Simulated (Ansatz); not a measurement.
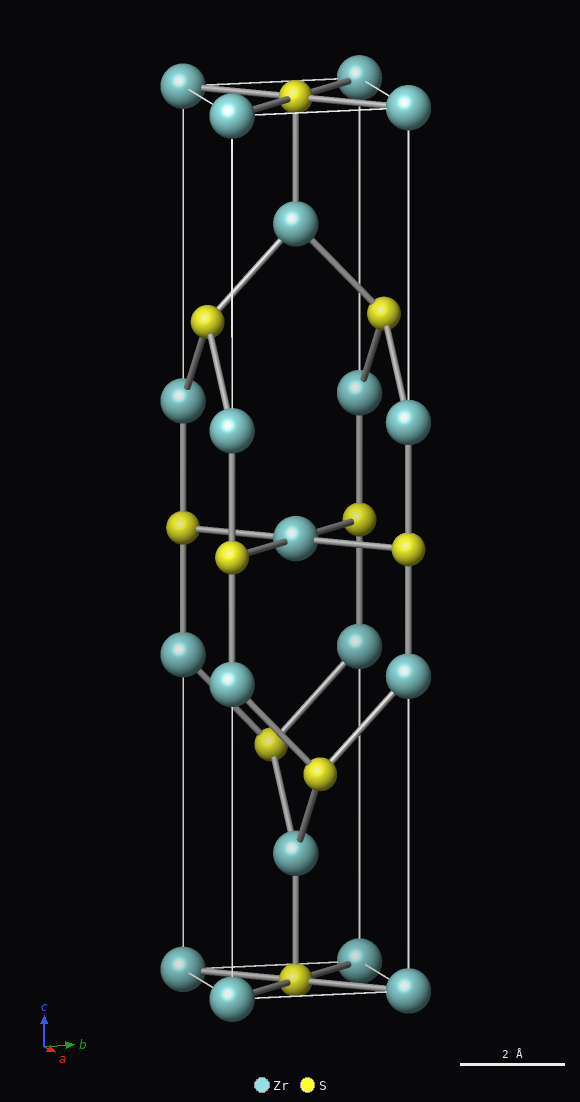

We look at a ball-and-stick model of the crystal slightly off an axis. The box is the conventional unit cell; atoms on or close to its faces, edges and corners are drawn wherever they repeat. Cell: a = 3.54 Å, b = 3.54 Å, c = 17.33 Å, α = 90.00°, β = 90.00°, γ = 90.00°.

The cell started as a random cell made by a generator, so it need not be a real form of the compound. Earlier steps of the study may have refined or changed the cell and positions. A calculation with Ansatz used it as input.

**What structure is drawn here?**

The structure is one of Zr3S2. Its lattice is body-centred tetragonal, its space group I-4m2 (No. 119). Content of the cell: 6 Zr, 4 S (Z = 2). Zr takes two kinds of site: 4e with three S at about 2.5 to 2.6 Å; 2a with four S in a square planar arrangement at about 2.5 Å. S takes two kinds of site: 2c with four Zr at about 2.6 Å; 2b with six Zr in an octahedral arrangement at about 2.5 Å. Not all metal-metal contacts are counted. The bonds build a three-dimensional framework.

Setup: DFT PBE, scalar-relativistic, plane waves, PAW in Ansatz; wavefunction cutoff 420 eV, k-points about 0.18 Å⁻¹ apart, Gaussian smearing of 0.1 eV, no spin polarisation.

**Is it conducting or gapped at this level?**

A metal: bands cross the Fermi level.

**How charged are the atoms, by the Bader scheme?**

Zr +1.03 to +1.07 e; S -1.80 to -1.34 e.

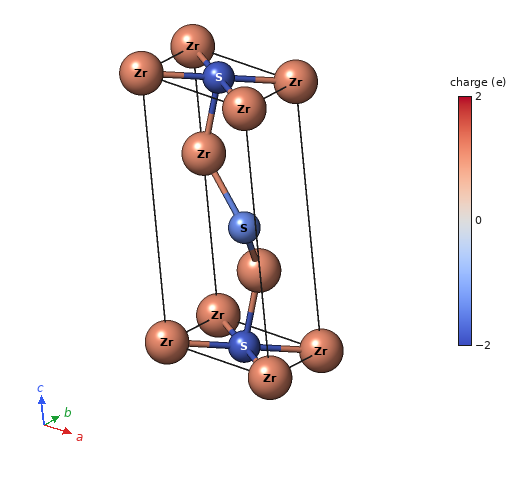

The atoms coloured by those charges. The run's cell of 5 atoms is drawn in a reduced setting, so axes and origin can differ from the first picture.

**Is the structure in equilibrium?**

Yes. All forces vanish to within 0.01 eV/Å. The pressure is 0.0 GPa, close to zero.
